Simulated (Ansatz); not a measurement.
Run report: Al₃₂As₃₂, single-point calculation (part 2 of 2)

Continued. System: Al₃₂As₃₂ (F-43m, 64 atoms in the cell). Method: DFT, HSE06, PAW, plane waves (Ansatz 0.2.0); cutoff 420 eV, 1×1×1 k-mesh, Fermi–Dirac smearing of 0.01 eV. The structure was built on a prototype by a generator.

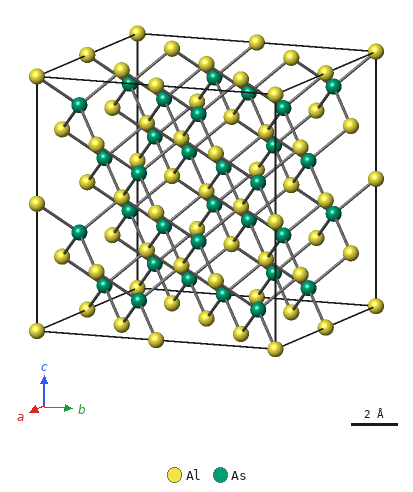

The structure (ball-and-stick view of the cell of the calculation, seen slightly off an axis).

```
hybrid outer 2: dexx = +9.988e-6 eV, tail = 3.02e-7 eV, Δε = 2.73e-3 eV (about 9.70e-5 eV left of the loop's levels), ΔF = 1.07e-3 eV/Å (tail 4.06e-4)
NSCF: frozen V_eff on 1 k-points
hybrid SCF converged: 2 outer / 13 inner (+4 warm-up), last move |dexx| = 9.99e-6 eV, tail = 3.02e-7 eV
Stability not checked: this state was not tested for a lower state beside it, because the functional holds exact exchange (a hybrid, or Hartree-Fock), whose exchange loop this test does not read (fock_operator; see scf.lower_state_search)
Free energy (F): -172682.655562 eV
Harris-Foulkes:  -172682.655563 eV  (|F-HF|=3.86e-8)
Internal energy: -172682.655562 eV  (E = F + TS)
E sigma→0 (E₀):  -172682.655562 eV
Fermi energy:    7.033093 eV
--- Per-component energies (eV) ---
  E_band       = -10009.775489
  E_kinetic    = 4029.831505
  E_local      = -67823.417795  (includes V_loc(G=0)·N_el)
  E_nonlocal   = -21151.056878
  E_hartree    = 36292.780144
  E_xc         = -3091.223664
  E_vxc        = -2803.887534  (∫ρ·V_xc dr)
  E_exx        = -2077.820292  (= α·E_x^exact, valence–valence)
  E_paw        = -72342.455779  (= ΣΔE_a)
  E_vpaw       = 9308.834103  (= ΣTr[D̂ρ^β])
  E_aug_tail   = 0.000181  (compensation charges beyond the density's cutoff)
  E_ewald      = -46493.530061
  E_core_change = -25.762941  (= ΣΔE_core)
  E_smearing   = -0.000000  (= −TS)
  E_closure    = 0.000016  (closes the sum)
  Σ components = -172682.655562   (vs F -172682.655562, Δ=-2.91e-11)
--- Forces (eV/Å), atoms counted from 1 ---
  atom   1  Al    -0.00927275    -0.00928826    -0.00928508
  atom   2  Al    -0.00926218    -0.00928429    -0.00925255
  atom   3  Al    -0.00926856    -0.00925275    -0.00927460
  atom   4  Al    -0.00926117    -0.00925402    -0.00926538
  atom   5  Al    -0.00926704    -0.00928212    -0.00926896
  atom   6  Al    -0.00927386    -0.00928340    -0.00926920
  atom   7  Al    -0.00927146    -0.00925527    -0.00927751
  atom   8  Al    -0.00927982    -0.00925915    -0.00926020
  atom   9  Al    -0.00926833    -0.00927389    -0.00927356
  atom  10  Al    -0.00927381    -0.00927006    -0.00926339
  atom  11  Al    -0.00927476    -0.00926714    -0.00927302
  atom  12  Al    -0.00927740    -0.00926501    -0.00926955
  atom  13  Al    -0.00926898    -0.00927669    -0.00927676
  atom  14  Al    -0.00926498    -0.00927551    -0.00926404
  atom  15  Al    -0.00926538    -0.00926142    -0.00928427
  atom  16  Al    -0.00926237    -0.00926281    -0.00925502
  atom  17  Al    -0.00926423    -0.00928906    -0.00927635
  atom  18  Al    -0.00927922    -0.00928465    -0.00926418
  atom  19  Al    -0.00927803    -0.00925107    -0.00927483
  atom  20  Al    -0.00927428    -0.00925474    -0.00926299
  atom  21  Al    -0.00927800    -0.00927862    -0.00928327
  atom  22  Al    -0.00925934    -0.00928702    -0.00925353
  atom  23  Al    -0.00925916    -0.00926165    -0.00928290
  atom  24  Al    -0.00926381    -0.00925232    -0.00925627
  atom  25  Al    -0.00926716    -0.00926699    -0.00927896
  atom  26  Al    -0.00926893    -0.00927567    -0.00926283
  atom  27  Al    -0.00925641    -0.00927452    -0.00927912
  atom  28  Al    -0.00927038    -0.00925974    -0.00925710
  atom  29  Al    -0.00927150    -0.00927982    -0.00928150
  atom  30  Al    -0.00927167    -0.00927498    -0.00925586
  atom  31  Al    -0.00928059    -0.00925454    -0.00928481
  atom  32  Al    -0.00927012    -0.00926795    -0.00925756
  atom  33  As     0.00927446     0.00922143     0.00923422
  atom  34  As     0.00925494     0.00920391     0.00928889
  atom  35  As     0.00926030     0.00928950     0.00925660
  atom  36  As     0.00926342     0.00929407     0.00927850
  atom  37  As     0.00925736     0.00921762     0.00923675
  atom  38  As     0.00927854     0.00921212     0.00927701
  atom  39  As     0.00926645     0.00931019     0.00921528
  atom  40  As     0.00927192     0.00929303     0.00930687
  atom  41  As     0.00925604     0.00928284     0.00923734
  atom  42  As     0.00923795     0.00929782     0.00929020
  atom  43  As     0.00926840     0.00925868     0.00926017
  atom  44  As     0.00924699     0.00924957     0.00927143
  atom  45  As     0.00928138     0.00929533     0.00923756
  atom  46  As     0.00927828     0.00928964     0.00927955
  atom  47  As     0.00926975     0.00924961     0.00920940
  atom  48  As     0.00928774     0.00926444     0.00931376
  atom  49  As     0.00925553     0.00921453     0.00925388
  atom  50  As     0.00925091     0.00923473     0.00927799
  atom  51  As     0.00921600     0.00930331     0.00925393
  atom  52  As     0.00925801     0.00928735     0.00926638
  atom  53  As     0.00926245     0.00923625     0.00927034
  atom  54  As     0.00927267     0.00920445     0.00926953
  atom  55  As     0.00930511     0.00927799     0.00926459
  atom  56  As     0.00926669     0.00931446     0.00927128
  atom  57  As     0.00925748     0.00931561     0.00926915
  atom  58  As     0.00926760     0.00930280     0.00926959
  atom  59  As     0.00929065     0.00922921     0.00926840
  atom  60  As     0.00922865     0.00925004     0.00925785
  atom  61  As     0.00927654     0.00926410     0.00926277
  atom  62  As     0.00926872     0.00929071     0.00928286
  atom  63  As     0.00924997     0.00927631     0.00925099
  atom  64  As     0.00929689     0.00925140     0.00928034
  max |Σ_I F_I| component: 1.62e-4 eV/Å
--- Band table (eV) ---
  k-point 0: bands = ["-31.9094", "-31.9092", "-31.9091", "-31.9091", "-31.9091", "-31.9090", "-31.9090", "-31.9090", "-31.9090", "-31.9090", ... 142 levels left out ..., "-31.8880", "-31.8880", "-31.8878", "-31.8878", "-31.8878", "-31.8877", "-31.8877", "-31.8877", "-6.9968", "-6.5673", "-6.5673", "-6.5673", "-6.1934", "-6.1934", "-6.1934", "-5.9111", "-5.8117", "-5.8117", "-5.8117", "-5.5778", "-5.5778", "-5.5778", "-5.5778", "-5.5778", "-5.5778", "-5.5163", "-5.5163", "-5.5163", "-5.2529",
      "-5.2529", "-5.2529", "-5.0854", "-5.0854", "-5.0854", "-5.0511", "-5.0511", "-5.0511", "-5.0511", "-5.0511", "-5.0511", "-0.0250", "-0.0250", "-0.0250", "0.1791", "0.1791", "0.1791", "0.2662", "0.2662", "0.2662", "0.2804", "0.2804", "0.2804", "0.2804", "0.2804", "0.2804", "0.4839", "0.6554", "0.6554", "0.6554", "0.6554", "0.6554", "0.6554", "1.2748", "1.2748", "1.2748", "1.5675", "1.5675", "1.5675", "2.3973",
      "2.3973", "2.3973", "2.3973", "2.3973", "2.3973", "2.4637", "2.4637", "2.4637", "2.7874", "2.7874", "2.7874", "3.0270", "3.0270", "3.0270", "3.1337", "3.1337", "3.1337", "3.1337", "3.1337", "3.1337", "3.4933", "3.4933", "3.4933", "3.4933", "3.4933", "3.4933", "3.6388", "3.6388", "3.6388", "3.7569", "3.7569", "3.7569", "4.0591", "4.0591", "4.0591", "4.0911", "4.0911", "4.0911", "4.0946", "4.0946",
      "4.0946", "4.3755", "4.3755", "4.3755", "4.3978", "4.4071", "4.4071", "4.4071", "4.4071", "4.4071", "4.4071", "4.6545", "4.6545", "4.6545", "4.8932", "4.8932", "4.8932", "4.9814", "4.9814", "4.9814", "5.0351", "5.0351", "5.3063", "5.3063", "5.3063", "5.6608", "5.6608", "8.4094", "8.4094", "8.4094", "8.9027", "9.0870", "9.0870", "9.0870", "9.4594", "9.4594", "9.4594", "9.4802", "9.5531", "9.5531",
      "9.5531", "9.6903", "9.6903", "9.6903", "9.7970", "9.7970", "9.7970", "9.7970", "9.7970", "9.7970", "9.9859", "9.9859", "9.9859", "10.0048", "10.0048", "10.0048", "10.3152", "10.3153", "10.3153", "10.3153", "10.3153", "10.3153", "10.4037", "10.4037", "10.4037", "10.8677", "10.8677", "10.8677", "11.1512", "11.1512", "11.1512", "11.1515", "11.1515", "11.1515", "11.1515", "11.1515", "11.1515", "11.2936", "11.2936", "11.4005",
      "11.5149", "11.5149", "11.6029", "11.6029", "11.6029", "11.7966", "11.7966", "11.7966", "11.8128", "11.8128", "11.8128"]
--- Löwdin populations: 64 sites ---
  site symbol       q [e]
     0     Al      2.5762
     1     Al      2.5762
     2     Al      2.5762
     3     Al      2.5762
     4     Al      2.5762
     5     Al      2.5762
     6     Al      2.5762
     7     Al      2.5762
     8     Al      2.5762
     9     Al      2.5762
    10     Al      2.5762
    11     Al      2.5762
    12     Al      2.5762
    13     Al      2.5762
    14     Al      2.5762
    15     Al      2.5762
    16     Al      2.5762
    17     Al      2.5762
    18     Al      2.5762
    19     Al      2.5762
    20     Al      2.5762
    21     Al      2.5762
    22     Al      2.5762
    23     Al      2.5762
    24     Al      2.5762
    25     Al      2.5762
    26     Al      2.5762
    27     Al      2.5762
    28     Al      2.5762
    29     Al      2.5762
    30     Al      2.5762
    31     Al      2.5762
    32     As     15.3693
    33     As     15.3693
    34     As     15.3693
    35     As     15.3693
    36     As     15.3693
    37     As     15.3693
    38     As     15.3693
    39     As     15.3693
    40     As     15.3693
    41     As     15.3693
    42     As     15.3693
    43     As     15.3693
    44     As     15.3693
    45     As     15.3693
    46     As     15.3693
    47     As     15.3693
    48     As     15.3693
    49     As     15.3693
    50     As     15.3693
    51     As     15.3693
    52     As     15.3693
    53     As     15.3693
    54     As     15.3693
    55     As     15.3693
    56     As     15.3693
    57     As     15.3693
    58     As     15.3693
    59     As     15.3693
    60     As     15.3693
    61     As     15.3693
    62     As     15.3693
    63     As     15.3693
  spilling = 0.003030 (of n_electrons = 576.000000)
```

## Results in brief

| quantity | value |
| --- | --- |
| outcome | converged |
| space group (tolerance 0.01 Å) | F-43m (216) |
| electrons treated | 576 |
| free energy | −172682.6556 eV |
| Fermi energy | 7.033 eV |
| largest force (length of the vector) | 0.016 eV/Å |
| wall time | 46 s (CPU time 3.2 min) |
| peak memory | 4.5 GiB |

## Remarks

The k-point mesh is coarse for a cell of this size, so the results may not be converged.
